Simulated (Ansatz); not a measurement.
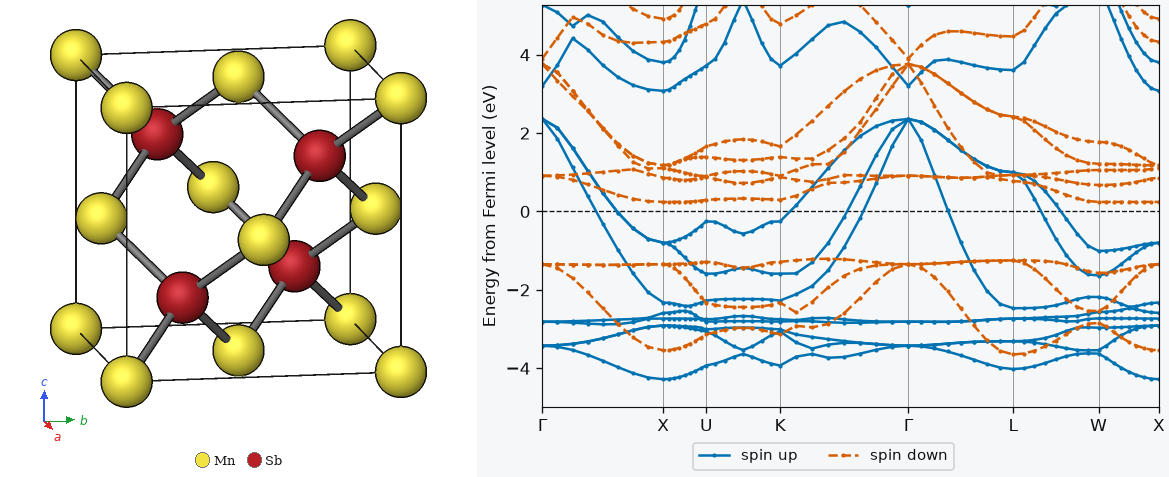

Band structure, beside the structure. Energies are counted from the Fermi level. The path runs straight from each named point to the next.

The material is MnSb, space group F-43m (No. 216), 2 atoms in the cell.

Method: DFT, PBE, all-electron LAPW, scalar-relativistic, spin-polarised, 10×10×10 k mesh (Ansatz).

> What kind of electronic state is this?

A half-metal: spin-up bands cross the Fermi level, while the spin-down bands leave a gap of 1.45 eV along the path around it. The cell's moment is 4.0 μB, a whole number as a half-metal requires.

> Which levels at U lie nearest to the Fermi level?

At U the nearest levels lie 0.25 eV below and 0.30 eV above the Fermi level.
